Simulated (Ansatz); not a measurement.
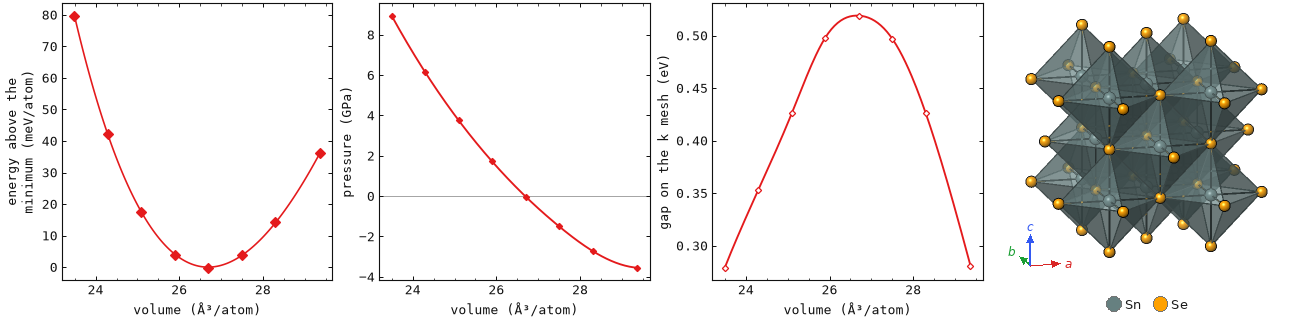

**Figure.** Energy above the minimum, pressure and gap on the k mesh against volume for SnSe, space group Fm-3m (No. 225). The conventional cell is drawn beside the plot.

A third-order Birch–Murnaghan fit gives V0 = 26.69 Å³/atom, B0 = 52.1 GPa and B′ = 4.8. The energy above the minimum is 79.7 meV/atom at volume 23.494 Å³/atom and 36.2 meV/atom at 29.368 Å³/atom; the lowest computed point is at volume 26.698 Å³/atom (−0.2 meV/atom), in a single well. The pressure falls from 8.95 GPa at volume 23.494 Å³/atom to −3.55 GPa at 29.368 Å³/atom, and changes sign near 26.7 Å³/atom. The gap on the k mesh stays open and runs from 0.279 eV at volume 23.494 Å³/atom to 0.281 eV at 29.368 Å³/atom, with its largest value, 0.519 eV, at 26.698 Å³/atom.

Computed with Ansatz 0.2.0: third-order Birch-Murnaghan fit to density functional energies at scaled volumes of the given relaxed cell, shape and atoms relaxed at each volume; energies count from the fitted minimum; plane waves with PAW datasets, Γ-centred k mesh. Level: PBE with D3(BJ), no spin polarisation.

wave cutoff 420 eV; k mesh 10×10×10; occupations Gaussian; smearing width 0.02 eV.

The given structure:
```
CELL_PARAMETERS angstrom
0.00000 2.98877 2.98877
2.98877 0.00000 2.98877
2.98877 2.98877 0.00000
ATOMIC_POSITIONS crystal
Sn 0.00000 0.00000 0.00000
Se 0.50000 0.50000 0.50000
```

Keep in mind: a crossing between the sampled k points may be missed.
